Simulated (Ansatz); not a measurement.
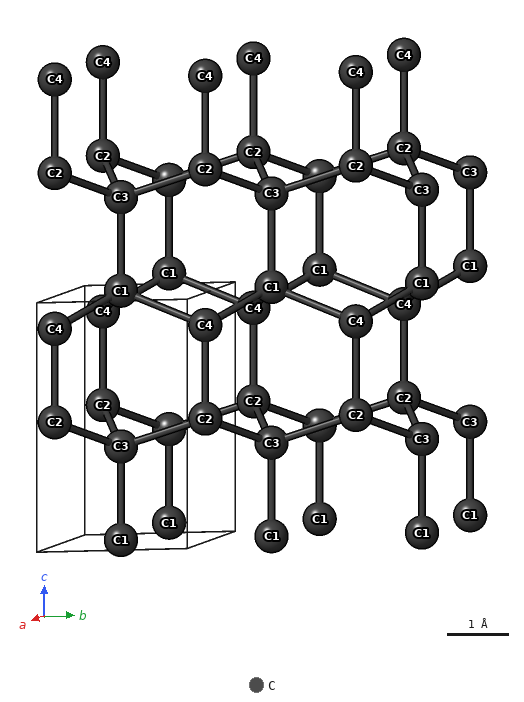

The structure as given in the input (ball-and-stick view of the cell of the calculation, repeated 2 × 3 × 2, seen slightly off an axis; atoms are numbered from 1 in the order of the input). An atom can appear more than once, as a periodic image.

**C: one change and its effect**

System: C (P6₃/mmc, 4 atoms in the cell).
Method of run 1: DFT, PBEsol, plane waves, PAW, no spin polarisation (Ansatz 0.2.0).

The structure derives from an entry of the Crystallography Open Database. Text and figures count atoms from 1; the logs count them from 0 in places.

## Input, run 1
```yaml
crystal:
  lattice:
    - [2.5220988435, 0.0, 0.0]
    - [-1.2610494217, 2.1842016693, 0.0]
    - [0.0, 0.0, 4.1186]
  atoms:
    - { symbol: C, position: [0.3333333333, 0.6666666667, 0.0625] }
    - { symbol: C, position: [0.6666666667, 0.3333333333, 0.5625] }
    - { symbol: C, position: [0.3333333333, 0.6666666667, 0.4375] }
    - { symbol: C, position: [0.6666666667, 0.3333333333, 0.9375] }
basis:
  ecutwfc: 420
kpoints:
  mp_grid: { grid: [12, 12, 6] }
hamiltonian:
  xc: pbesol
scf:
  occupations: { method: gaussian, width: 0.02 }
  eigensolver: { kind: davidson }
  mixing: { algorithm: broyden, beta: 0.05, ndim: 8 }
output:
  forces: true
  eigenvalues: true
  stress: true
relax:
  adjacent_minimum: "off"
  f_tol: 0.005
  max_steps: 80
  cell: { stress_tol: 0.05 }
```

Launched with:
```bash
ansatz run input.yaml --threads 4 --pin off --max-ram 10240MiB --backend cpu --events-out ev --progress --plain --runs-dir out
```

Hardware: 4 threads of Intel Xeon (Sapphire Rapids), 32 GiB of memory available, shared host.

## Output, shortened to warnings, some set-up lines, iterations and results (run 1)
```
Basis set: ecut = 420 eV, 451 PW (Γ), exchange–correlation on 36×36×60 points (8 copies of the dense FFT grid, shifted against one another)
Symmetry: 24 space group operations
k-points: 76 of 864
Initial density: superposition of atomic densities (neutral atoms: chi_scale 0, normalization atom), corrected by the library's trained network
[...]
SCF iter   1: F=—  HF=-986.555488 eV  |F-HF|=—  |Δ(HF+E_count)|=         —  Δρ=7.91e-3  dr2=1.03e-2  ethr=1.77e-3  ⟨swp⟩=6.7  Hψ=4386  notcnv=0
SCF iter   2: F=—  HF=-986.555001 eV  |F-HF|=—  |Δ(HF+E_count)|=   4.87e-4  Δρ=7.40e-3  dr2=8.99e-3  ethr=6.43e-5  ⟨swp⟩=3.4  Hψ=1974  notcnv=0  defer=41  κ⁻¹=1.0e0(r=1)
SCF iter   3: F=—  HF=-986.551533 eV  |F-HF|=—  |Δ(HF+E_count)|=   3.47e-3  Δρ=8.73e-4  dr2=4.53e-5  ethr=2.68e-7  ⟨swp⟩=3.2  Hψ=4293  notcnv=0  defer=7  κ⁻¹=1.2e-5(r=2)
SCF iter   4: F=—  HF=-986.551534 eV  |F-HF|=—  |Δ(HF+E_count)|=   1.10e-6  Δρ=8.41e-4  dr2=4.19e-5  ethr=2.68e-7  ⟨swp⟩=2.1  Hψ=1554  notcnv=0  defer=4  κ⁻¹=4.1e-6(r=3)
SCF iter   5: F=—  HF=-986.551538 eV  |F-HF|=—  |Δ(HF+E_count)|=   3.77e-6  Δρ=1.03e-4  dr2=8.58e-7  ethr=2.62e-7  ⟨swp⟩=2.0  Hψ=1532  notcnv=0  defer=2  κ⁻¹=7.4e-8(r=4)
[... 45 lines ...]
SCF iter   4: F=—  HF=-986.576802 eV  |F-HF|=—  |Δ(HF+E_count)|=  6.27e-10  Δρ=1.18e-6  dr2=1.29e-10  ethr=1.00e-12  ⟨swp⟩=2.5  Hψ=3103  notcnv=0  κ⁻¹=6.4e-5(r=3)
SCF iter   5: F=—  HF=-986.576802 eV  |F-HF|=—  |Δ(HF+E_count)|=  2.48e-11  Δρ=9.85e-7  dr2=6.25e-11  ethr=1.00e-12  ⟨swp⟩=2.0  Hψ=1520  notcnv=0  κ⁻¹=4.8e-5(r=4)
SCF iter   6: F=-986.576802 eV  HF=-986.576802 eV  |F-HF|=4.55e-13  |Δ(HF+E_count)|=  2.55e-11  Δρ=8.14e-8  dr2=7.60e-13  ethr=1.00e-12  ⟨swp⟩=2.0  Hψ=1520  notcnv=0
SCF 8 converged in 6 iterations: F = -986.576802 eV  dr2 = 7.60e-13
relax step   8: F+E_penalty+E_count = -986.57680206 eV  Δ(F+E_penalty+E_count) = -3.380e-6 eV  max|allowed force component| = 1.893e-4 eV/Å  Δτ_max = 0.0000 Å  P = -0.001 GPa …
basis re-selected at this cell: Δ(F+E_penalty+E_count) = -3.380e-6 eV, ΔP = -0.001 GPa vs the last step (what re-selecting the basis moved, of the pressure what is left beyond the Pulay correction that the steps carried, after the strain that the cell walked since its last selection, with what the …
SCF converged after 6 iterations
Stability not checked: this state was not tested for a lower state beside it, because the mixer in use, unlike msr1, does not test its closes by its own steps (another_mixer; see scf.mixing.algorithm and scf.lower_state_search)
Free energy (F): -986.576802 eV
Harris-Foulkes:  -986.576802 eV  (|F-HF|=4.55e-13)
Internal energy: -986.576802 eV  (E = F + TS)
E sigma→0 (E₀):  -986.576802 eV
Fermi energy:    15.267251 eV
--- Per-component energies (eV) ---
  E_band       = 70.155384
  E_kinetic    = 369.057326
  E_local      = -243.892213  (includes V_loc(G=0)·N_el)
  E_nonlocal   = 107.049639
  E_hartree    = 53.249851
  E_xc         = -193.806320
  E_vxc        = -241.346543  (∫ρ·V_xc dr)
  E_paw        = -381.402477  (= ΣΔE_a)
  E_vpaw       = -27.212566  (= ΣTr[D̂ρ^β])
  E_aug_tail   = 0.000035  (compensation charges beyond the density's cutoff)
  E_ewald      = -696.917046
  E_core_change = 0.084402  (= ΣΔE_core)
  E_smearing   = -0.000000  (= −TS)
  E_closure    = -0.000000  (closes the sum)
  Σ components = -986.576802   (vs F -986.576802, Δ=0.00e0)
--- Forces (eV/Å), atoms counted from 1 ---
  atom   1  C     -0.00000000    -0.00000000    -0.00018934
  atom   2  C      0.00000000     0.00000000    -0.00018934
  atom   3  C     -0.00000000    -0.00000000     0.00018934
  atom   4  C      0.00000000     0.00000000     0.00018934
  max |Σ_I F_I| component: 6.01e-17 eV/Å
--- Stress (GPa, compression-positive) ---
       -0.003134      -0.000000      -0.000000
       -0.000000      -0.003134       0.000000
       -0.000000       0.000000       0.001972
  P = ⅓ Tr σ = -0.0014 GPa (-0.014 kbar)
--- Relaxed structure (6 steps of the walk, 6 accepted, 2 SCFs on fresh bases) ---
  F+E_penalty+E_count = -986.57680206 eV   max|allowed force component| = 1.893e-4 eV/Å   (the final SCF, on the basis selected at the relaxed cell)
  cell:  # Å, volume = 22.5003 Å³
    - [2.49882829992627, -2.860115423173514e-11, 6.076807163432761e-35]
[...]
```

For run 2 the input was changed thus:
```diff
-  eigensolver: { kind: davidson }
-  mixing: { algorithm: broyden, beta: 0.05, ndim: 8 }
```

How does run 2 compare with run 1?

Both reach the same energy, so the change doesn't alter the result. The SCF takes 29 iterations over all geometry steps against 39.

## Output, shortened to warnings, some set-up lines, iterations and results (run 2)
```
Basis set: ecut = 420 eV, 451 PW (Γ), exchange–correlation on 36×36×60 points (8 copies of the dense FFT grid, shifted against one another)
Symmetry: 24 space group operations
k-points: 76 of 864
Initial density: superposition of atomic densities (neutral atoms: chi_scale 0, normalization atom), corrected by the library's trained network
[...]
SCF iter   1: F=—  HF=-986.555830 eV  |F-HF|=—  |Δ(HF+E_count)|=         —  Δρ=7.98e-3  dr2=1.04e-2  ethr=1.77e-3  ⟨swp⟩=5.8  Hψ=5141  notcnv=0
SCF iter   2: F=—  HF=-986.551962 eV  |F-HF|=—  |Δ(HF+E_count)|=   3.87e-3  Δρ=2.89e-3  dr2=1.26e-3  ethr=6.53e-5  ⟨swp⟩=2.9  Hψ=2306  notcnv=0
SCF iter   3: F=—  HF=-986.551543 eV  |F-HF|=—  |Δ(HF+E_count)|=   4.20e-4  Δρ=3.29e-4  dr2=6.67e-6  ethr=7.87e-6  ⟨swp⟩=2.6  Hψ=1741  notcnv=0
SCF iter   4: F=—  HF=-986.551538 eV  |F-HF|=—  |Δ(HF+E_count)|=   4.93e-6  Δρ=3.45e-5  dr2=1.47e-7  ethr=4.17e-8  ⟨swp⟩=1.5  Hψ=1032  notcnv=0
SCF iter   5: F=-986.551538 eV  HF=-986.551538 eV  |F-HF|=1.57e-9  |Δ(HF+E_count)|=   5.24e-8  Δρ=9.30e-6  dr2=6.42e-9  ethr=9.19e-10  ⟨swp⟩=2.7  Hψ=1562  notcnv=0
[... 35 lines ...]
SCF iter   1: F=—  HF=-986.576807 eV  |F-HF|=—  |Δ(HF+E_count)|=         —  Δρ=4.37e-6  dr2=9.94e-10  ethr=1.42e-8  ⟨swp⟩=3.4  Hψ=8058  notcnv=0
SCF iter   2: F=—  HF=-986.576805 eV  |F-HF|=—  |Δ(HF+E_count)|=   2.69e-6  Δρ=2.14e-6  dr2=2.42e-10  ethr=6.21e-12  ⟨swp⟩=2.8  Hψ=1649  notcnv=0
SCF iter   3: F=-986.576805 eV  HF=-986.576805 eV  |F-HF|=6.93e-12  |Δ(HF+E_count)|=  1.19e-10  Δρ=2.34e-7  dr2=2.22e-12  ethr=1.00e-12  ⟨swp⟩=3.2  Hψ=3478  notcnv=0
SCF 8 converged in 3 iterations: F = -986.576805 eV  dr2 = 2.22e-12
relax step   8: F+E_penalty+E_count = -986.57680480 eV  Δ(F+E_penalty+E_count) = -3.379e-6 eV  max|allowed force component| = 1.511e-4 eV/Å  Δτ_max = 0.0000 Å  P = +0.007 GPa …
basis re-selected at this cell: Δ(F+E_penalty+E_count) = -3.379e-6 eV, ΔP = -0.000 GPa vs the last step (what re-selecting the basis moved, of the pressure what is left beyond the Pulay correction that the steps carried, after the strain that the cell walked since its last selection, with what the …
SCF converged after 3 iterations
Free energy (F): -986.576805 eV
Harris-Foulkes:  -986.576805 eV  (|F-HF|=6.93e-12)
Internal energy: -986.576805 eV  (E = F + TS)
E sigma→0 (E₀):  -986.576805 eV
Fermi energy:    15.267581 eV
--- Per-component energies (eV) ---
  E_band       = 70.158891
  E_kinetic    = 369.059910
  E_local      = -243.889782  (includes V_loc(G=0)·N_el)
  E_nonlocal   = 107.050170
  E_hartree    = 53.249424
  E_xc         = -193.807006
  E_vxc        = -241.347434  (∫ρ·V_xc dr)
  E_paw        = -381.402722  (= ΣΔE_a)
  E_vpaw       = -27.212868  (= ΣTr[D̂ρ^β])
  E_aug_tail   = 0.000035  (compensation charges beyond the density's cutoff)
  E_ewald      = -696.921236
  E_core_change = 0.084402  (= ΣΔE_core)
  E_smearing   = -0.000000  (= −TS)
  E_closure    = -0.000000  (closes the sum)
  Σ components = -986.576805   (vs F -986.576805, Δ=0.00e0)
--- Forces (eV/Å), atoms counted from 1 ---
  atom   1  C     -0.00000000     0.00000000     0.00015108
  atom   2  C      0.00000000    -0.00000000     0.00015108
  atom   3  C     -0.00000000     0.00000000    -0.00015108
  atom   4  C      0.00000000    -0.00000000    -0.00015108
  max |Σ_I F_I| component: 3.70e-17 eV/Å
--- Stress (GPa, compression-positive) ---
        0.004401      -0.000000       0.000000
       -0.000000       0.004401       0.000000
        0.000000       0.000000       0.012530
  P = ⅓ Tr σ = 0.0071 GPa (0.071 kbar)
--- Relaxed structure (6 steps of the walk, 6 accepted, 2 SCFs on fresh bases) ---
  F+E_penalty+E_count = -986.57680480 eV   max|allowed force component| = 1.511e-4 eV/Å   (the final SCF, on the basis selected at the relaxed cell)
  cell:  # Å, volume = 22.4998 Å³
    - [2.49881496773298, -2.8601001893357956e-11, -7.864103388164105e-35]
    - [-1.2494074838417206, 2.1640372414278537, 1.1671271366786839e-34]
    - [-1.2842120084920773e-34, 1.4593318278319056e-34, 4.160835680338029]
  atoms:
    - { symbol: C, position: [0.3333333333333333, 0.6666666666666665, 0.06280165955456025] }
[...]
```

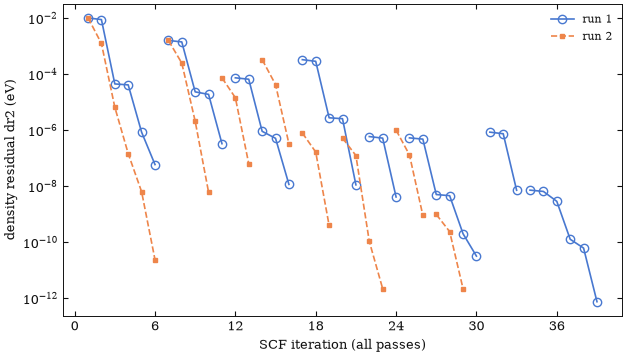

Convergence of the two runs: density residual dr2 against the SCF iteration. A break in a curve parts two SCF passes. Run 1 takes 39 iterations in all, and run 2 takes 29.

## The two runs side by side

```tsv
quantity	run 1	run 2
outcome	converged	converged
free energy per atom (eV)	−246.6442	−246.6442
gap on the mesh (eV)	3.05	3.05
pressure (GPa)	0.00	0.01
largest force (eV/Å)	0.000	0.000
SCF iterations	39	29
irreducible k-points	76	76
wall time (shared host)	2.6 s	2.2 s
```
